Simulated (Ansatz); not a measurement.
Structure data:

```cif
data_structure
_symmetry_space_group_name_H-M 'C 2/m'
_symmetry_Int_Tables_number 12
_cell_length_a 13.1467
_cell_length_b 3.7031
_cell_length_c 6.1515
_cell_angle_alpha 90.000
_cell_angle_beta 96.337
_cell_angle_gamma 90.000
_cell_volume 297.65
loop_
_atom_site_label
_atom_site_type_symbol
_atom_site_symmetry_multiplicity
_atom_site_Wyckoff_symbol
_atom_site_fract_x
_atom_site_fract_y
_atom_site_fract_z
_atom_site_occupancy
Si1 Si 4 i 0.55231 0.50000 0.86798 1
Si2 Si 4 i 0.55765 0.00000 0.65219 1
Si3 Si 4 i 0.71026 0.50000 0.05647 1
Si4 Si 4 i 0.72808 0.00000 0.58722 1
```

Before looking at a picture, describe the arrangement of atoms.

The element is silicon. Space group: C2/m (No. 12). Lattice: base-centred monoclinic. The cell holds 16 atoms. Si bonds to four Si at 2.24 to 2.32 Å. The bonds build a three-dimensional framework.

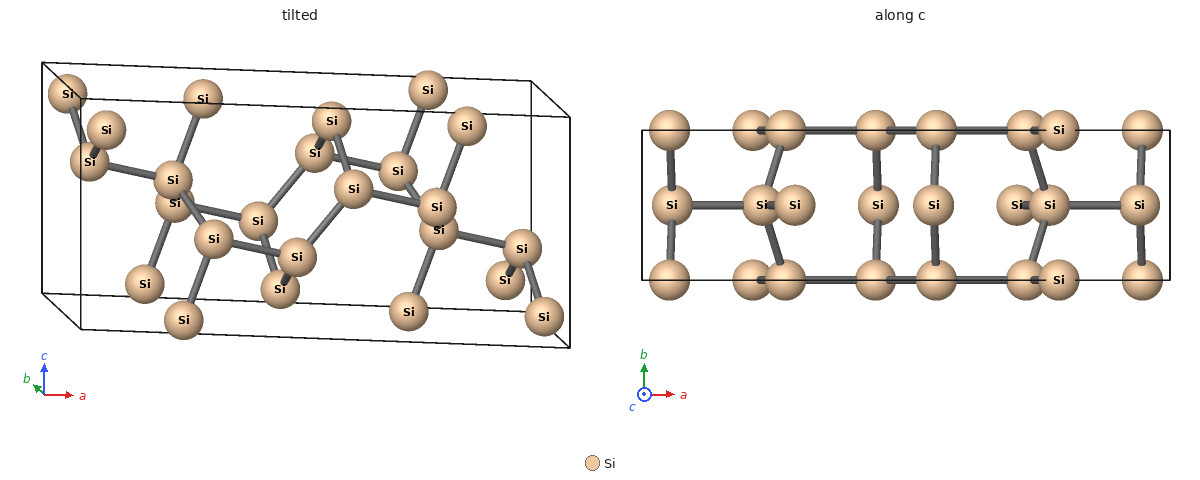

Crystal structure, ball-and-stick style, seen slightly off an axis and along the c axis. The wireframe shows the conventional unit cell. Colours: silicon light orange.

Starting structure: a structure listed in the Materials Project. It was relaxed at fixed volume with DFT LDA, scalar-relativistic, plane waves, PAW in Ansatz.

At this level of theory the run's own cell isn't at rest (compressed, at 10 GPa), so its distances can differ from those at equilibrium, the more so the softer the solid.
